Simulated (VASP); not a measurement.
## Two runs on W7S16

System: W7S16 (defect cell, 23 atoms in the cell).
Method of run A: Kohn-Sham DFT of a periodic cell, PBEsol, VASP PAW PBE potentials, recommended, spin-polarised (VASP 6.6.1).

The structure derives from an entry of the Crystallography Open Database. 

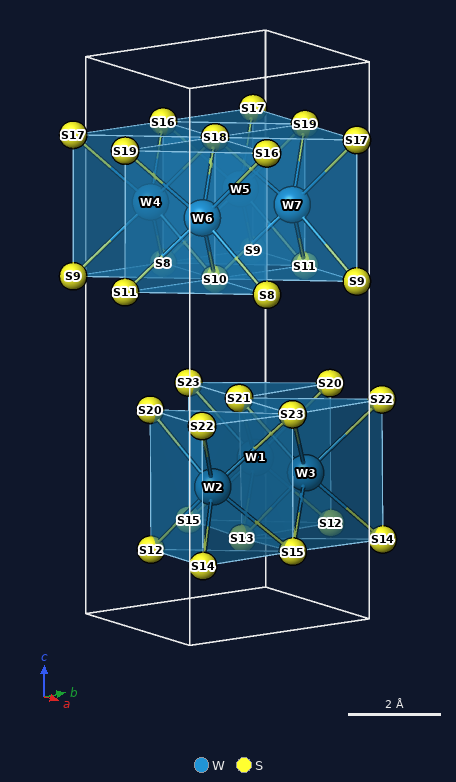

**Figure 1.** The input geometry (polyhedral view of the cell of the calculation, seen slightly off an axis; polyhedra are completed across the faces of the cell; atoms are numbered from 1 in the order of the input). An atom can appear more than once, as a periodic image.

**INCAR, run A**
```
  PREC = Accurate
  ENCUT = 350
  EDIFF = 1E-5
  ISMEAR = 0
  SIGMA = 0.03
  LREAL = Auto
  LASPH = T
  NELM = 120
  ALGO = Normal
  ISIF = 2
  LWAVE = F
  LCHARG = F
  ISPIN = 2
  MAGMOM = 0 0 0 0 0 0 0 0 0 0 0 0.33 0.33 0.33 0 0 0 0 0 0.33 0.33 0.33 0
  LORBIT = 11
  LMAXMIX = 4
  GGA = PS
  ISYM = 0
  KPAR = 4
```

**KPOINTS, run A**
```
Automatic mesh
0
Gamma
  3 3 2
```

**POSCAR, run A**
```
W7S16                                   
1.0
    6.3064000000      0.0000000000      0.0000000000
   -3.1532000000      5.4615026064      0.0000000000
    0.0000000000      0.0000000000     12.3230000000
  W               S             
     7    16
Direct
     0.1771506134025024    0.8409721136414573    0.2502738557605926
     0.6600889549025040    0.3249395531950378    0.2497920519662818
     0.6608804553168719    0.8409238851361396    0.2505857771280570
     0.3337860276816839    0.1669226493161504    0.7501748566498880
     0.3337040406137868    0.6669051481322475    0.7502554827349326
     0.8338013837364395    0.1669189707087598    0.7501817329051209
     0.8336957549110013    0.6669147962461223    0.7502478524203655
     0.1671394975741160    0.3336980953088542    0.6233829077430999
     0.1670894144387585    0.8335658074901414    0.6232726549598593
     0.6671200945495419    0.3335311366659430    0.6232681530904689
     0.6669566334938563    0.8334706438750920    0.6232404764682387
     0.3306369951306403    0.1720419940258068    0.1257402692338762
     0.3363834546721210    0.6759667711245670    0.1224762715625558
     0.8334429050742788    0.1707436642345659    0.1249104832045659
     0.8333654411781360    0.6697742184694874    0.1270119851808412
     0.1670329206751053    0.3335228446248995    0.8770858235189122
     0.1671397544556909    0.8337423646125665    0.8772155126758974
     0.6671287877075623    0.3335674597071047    0.8772576959265066
     0.6670954745815001    0.8337072285124355    0.8771922471917962
     0.3337121059015805    0.1660321957700346    0.3771072633006525
     0.3300270727145486    0.6625620635178840    0.3740903423899515
     0.8306185797432241    0.1671760712780540    0.3763211221318825
     0.8331156375445402    0.6684903244066546    0.3735081818556499
```

Launched with:
```bash
cat potpaw_PBE.64/W_sv/POTCAR potpaw_PBE.64/S/POTCAR > POTCAR
mpirun -np 4 vasp_std > vasp.out
```

Hardware: 4 threads of Intel Xeon (Emerald Rapids), 450 GiB of memory available, shared host.

**OSZICAR and lines of OUTCAR (run A)**
```
N       E                     dE             d eps       ncg     rms          rms(c)
DAV:   1     0.175638625620E+04    0.17564E+04   -0.83856E+04  5312   0.123E+03
DAV:   2    -0.484232799935E+02   -0.18048E+04   -0.17455E+04  5509   0.382E+02
DAV:   3    -0.187691044117E+03   -0.13927E+03   -0.13549E+03  5648   0.104E+02
DAV:   4    -0.192610115718E+03   -0.49191E+01   -0.48748E+01  5584   0.195E+01
DAV:   5    -0.192795896781E+03   -0.18578E+00   -0.18536E+00  6112   0.360E+00    0.742E+01
DAV:   6    -0.184777906565E+03    0.80180E+01   -0.60591E+01  5500   0.233E+01    0.338E+01
DAV:   7    -0.184777305692E+03    0.60087E-03   -0.45324E+01  5352   0.158E+01    0.176E+01
[...]
DAV:  27    -0.181856455606E+03    0.34390E-03   -0.24979E-03  5584   0.803E-02    0.159E-01
DAV:  28    -0.181856285903E+03    0.16970E-03   -0.43609E-04  5600   0.396E-02    0.135E-01
DAV:  29    -0.181856249742E+03    0.36162E-04   -0.46341E-05  4832   0.155E-02    0.126E-01
DAV:  30    -0.181856217723E+03    0.32018E-04   -0.36339E-04  5051   0.308E-02    0.109E-01
DAV:  31    -0.181856218848E+03   -0.11242E-05   -0.37361E-04  5334   0.282E-02    0.105E-01
DAV:  32    -0.181856177677E+03    0.41170E-04   -0.88456E-05  4592   0.138E-02    0.952E-02
DAV:  33    -0.181856119407E+03    0.58270E-04   -0.18002E-03  5132   0.467E-02    0.571E-02
DAV:  34    -0.181856135146E+03   -0.15739E-04   -0.75059E-04  5552   0.310E-02    0.451E-02
DAV:  35    -0.181856140774E+03   -0.56281E-05   -0.94336E-05  4780   0.202E-02
   1 F= -.18185614E+03 E0= -.18185136E+03  d E =-.957153E-02  mag=    -0.0894
[... from OUTCAR:]
  free energy    TOTEN  =      -181.85614077 eV
  energy without entropy =     -181.84656924  energy(sigma->0) =     -181.85135501
 E-fermi :   6.5288     XC(G=0): -10.8517     alpha+bet :-12.4796
  free  energy   TOTEN  =      -181.8561407742 eV
  energy  without entropy=     -181.8465692431  energy(sigma->0) =     -181.85135501
```

The input of run B differs as follows (lines with − go, lines with + come):
```diff
-  MAGMOM = 0 0 0 0 0 0 0 0 0 0 0 0.33 0.33 0.33 0 0 0 0 0 0.33 0.33 0.33 0
+  MAGMOM = 0 0 0 0 0 0 0 0 0 0 0 0.6 -0.6 0.6 0 0 0 0 0 0.6 -0.6 0.6 0
+  NUPDOWN = 0
```

What does this change do to the results?

The total moment is fixed by the input in run B, so the state need not be the lowest. The energy is the same within 0.01 meV per atom. The net moment of the cell goes from −0.09 to 0.00 μB. The SCF takes 20 iterations against 35. On the same kind of shared host run B took about 0.56 times as long.

**OSZICAR and lines of OUTCAR (run B)**
```
N       E                     dE             d eps       ncg     rms          rms(c)
DAV:   1     0.175671732556E+04    0.17567E+04   -0.83857E+04  5312   0.123E+03
DAV:   2    -0.472601655311E+02   -0.18040E+04   -0.17444E+04  5490   0.382E+02
DAV:   3    -0.187346433848E+03   -0.14009E+03   -0.13640E+03  5640   0.104E+02
DAV:   4    -0.192329933999E+03   -0.49835E+01   -0.49385E+01  5568   0.196E+01
DAV:   5    -0.192520895824E+03   -0.19096E+00   -0.19052E+00  6088   0.364E+00    0.742E+01
DAV:   6    -0.184781798136E+03    0.77391E+01   -0.61591E+01  5580   0.234E+01    0.340E+01
DAV:   7    -0.184688522233E+03    0.93276E-01   -0.44683E+01  5318   0.157E+01    0.175E+01
DAV:   8    -0.181872907280E+03    0.28156E+01   -0.10106E+01  5483   0.817E+00    0.574E+00
DAV:   9    -0.181859963091E+03    0.12944E-01   -0.91645E-01  5616   0.251E+00    0.196E+00
DAV:  10    -0.181857812433E+03    0.21507E-02   -0.57097E-02  5867   0.660E-01    0.118E+00
DAV:  11    -0.181856363940E+03    0.14485E-02   -0.39044E-02  5904   0.499E-01    0.661E-01
DAV:  12    -0.181856457881E+03   -0.93941E-04   -0.37016E-02  5931   0.298E-01    0.354E-01
DAV:  13    -0.181855052733E+03    0.14051E-02   -0.10056E-02  5856   0.174E-01    0.188E-01
DAV:  14    -0.181855266626E+03   -0.21389E-03   -0.15261E-03  5512   0.739E-02    0.973E-02
DAV:  15    -0.181855529274E+03   -0.26265E-03   -0.12170E-03  5336   0.510E-02    0.918E-02
DAV:  16    -0.181855772970E+03   -0.24370E-03   -0.11481E-03  5488   0.416E-02    0.847E-02
DAV:  17    -0.181856018087E+03   -0.24512E-03   -0.14613E-03  5544   0.442E-02    0.805E-02
DAV:  18    -0.181856256886E+03   -0.23880E-03   -0.51898E-03  5408   0.880E-02    0.668E-02
DAV:  19    -0.181856231481E+03    0.25404E-04   -0.33790E-04  5176   0.427E-02    0.432E-02
DAV:  20    -0.181856226614E+03    0.48675E-05   -0.27384E-05  3888   0.118E-02
   1 F= -.18185623E+03 E0= -.18185187E+03  d E =-.871977E-02  mag=     0.0001
[... from OUTCAR:]
  free energy    TOTEN  =      -181.85622661 eV
  energy without entropy =     -181.84750684  energy(sigma->0) =     -181.85186673
 E-fermi :   6.5299     XC(G=0): -10.8516     alpha+bet :-12.4796
  free  energy   TOTEN  =      -181.8562266140 eV
  energy  without entropy=     -181.8475068439  energy(sigma->0) =     -181.85186673
```

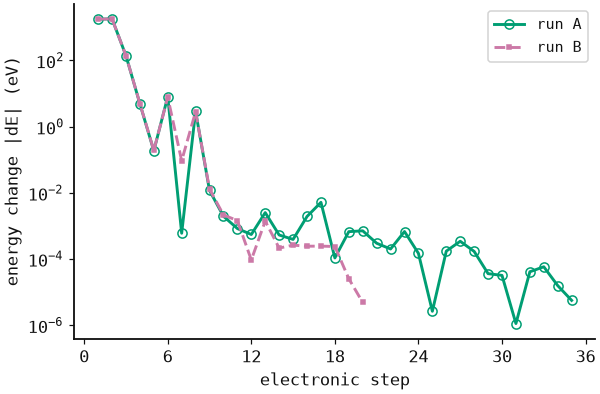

**Figure 2.** Convergence of the two runs: energy change |dE| against the electronic step. Run A takes 35 steps in all, and run B takes 20.

**The two runs side by side**

| quantity | run A | run B |
| --- | --- | --- |
| outcome | converged | converged |
| free energy per atom (eV) | −7.9068 | −7.9068 |
| energy per atom, smearing taken to zero (eV) | −7.9066 | −7.9066 |
| gap on the mesh (eV) | 0.00 | 0.00 |
| net moment of the cell (μB) | −0.09 | 0.00 |
| largest force (eV/Å) | 0.271 | 0.269 |
| SCF iterations | 35 | 20 |
| irreducible k-points | 10 | 10 |
| plane waves at Γ | 6374 | 6374 |

For both runs: Spin–orbit coupling is left out, which matters for W.
